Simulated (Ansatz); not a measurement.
HgS

Input

```
crystal:
  lattice:
    - [0.0, 2.929, 2.929]
    - [2.929, 0.0, 2.929]
    - [2.929, 2.929, 0.0]
  atoms:
    - { symbol: Hg, position: [0.0, 0.0, 0.0] }
    - { symbol: S, position: [0.75, 0.75, 0.75] }
basis:
  ecutwfc: 420
kpoints:
  mp_grid: { grid: [12, 12, 12] }
hamiltonian:
  xc: pbe
scf:
  occupations: { method: gaussian, width: 0.1 }
output:
  forces: true
  stress: true
  eigenvalues: true
  write_density: true
  write_potential: true
  elf: true
  volumetric_format: npy
relax:
  adjacent_minimum: "off"
  f_tol: 0.005
  max_steps: 80
  cell: { stress_tol: 0.05 }
```

Run with:

```sh
ansatz run input.yaml --threads 1 --pin off --max-ram 2048MiB --backend cpu --events-out ev --progress --plain --runs-dir out
```

Below, planes, directions and counts refer to the conventional cell (a = 5.99 Å, b = 5.99 Å, c = 5.99 Å, α = 90.00°, β = 90.00°, γ = 90.00°).

The fields are those of the relaxed geometry.

Space group F-43m.

These are results of DFT PBE, scalar-relativistic, plane waves, PAW (Ansatz 0.2.0), not measurements.

The density is the valence pseudo-density of a PAW calculation; it isn't the true density close to the nuclei.

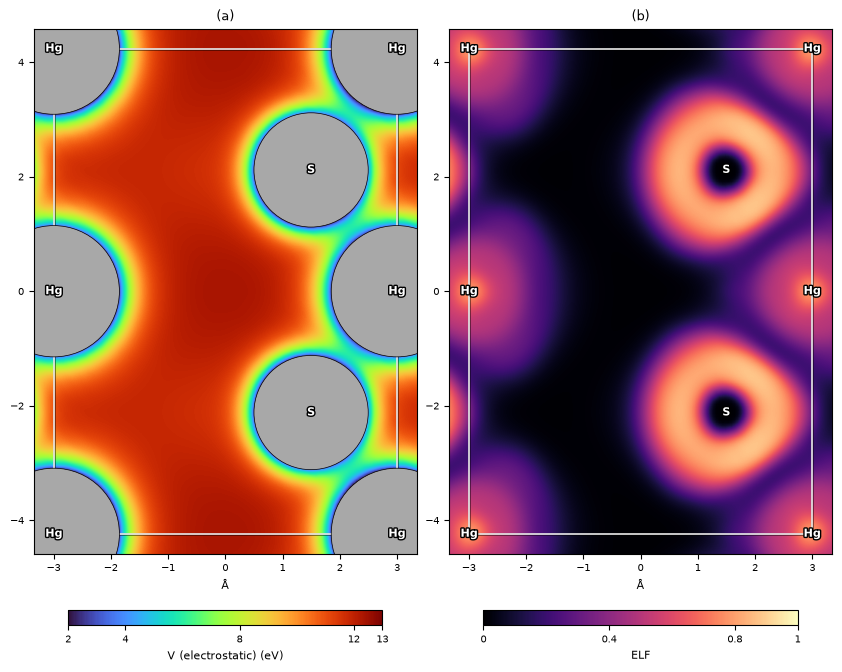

Figure 1. (a) electrostatic potential (local pseudopotential plus Hartree) felt by an electron; (b) ELF on the (011) plane of the conventional cell. Grey discs cover the atomic cores in the potential map.

Describe what can be read from this map.

- The plane passes through Hg and S nuclei.
- Hg–S (2.59 Å): the ELF peaks at about 0.90 in the valence shell of S, 0.8 Å from its nucleus, and drops to about 0.20 between the two atoms.
- The features right at Hg lie inside the PAW spheres, where the map follows smoothed inner orbitals and isn't to be read closely.
- Outside the cores the potential energy rises away from the atoms and is highest about 2.6 Å from the nearest atoms; its zero is arbitrary.

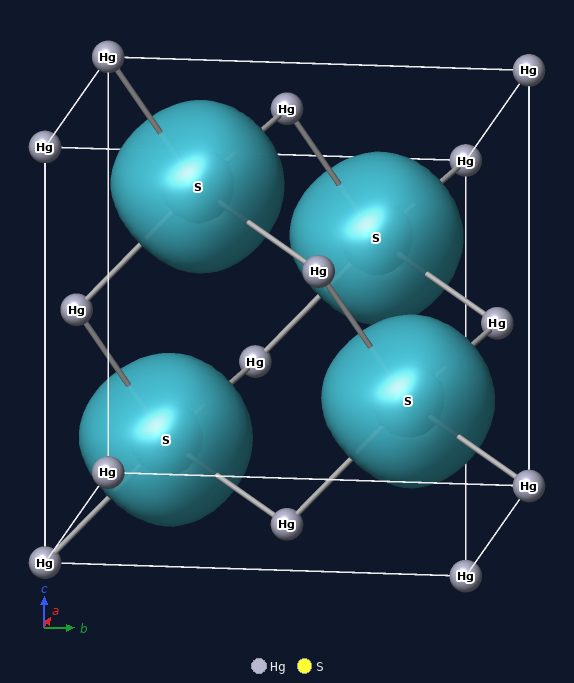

Figure 2. Isosurface of the ELF at 0.65 (cyan), seen at an oblique angle. Only the valence region is drawn (cores and ρ < 0.01 e/Å³ removed). Sticks mark near contacts.

Where are the electrons localised?

The surface consists of four regions wrapped around S (the valence shell of each), counted in one cell of 8 atoms. Regions shared between cells count once.

Does the calculation give a band gap?

It is metallic or semimetallic at this level of theory: no gap opens.
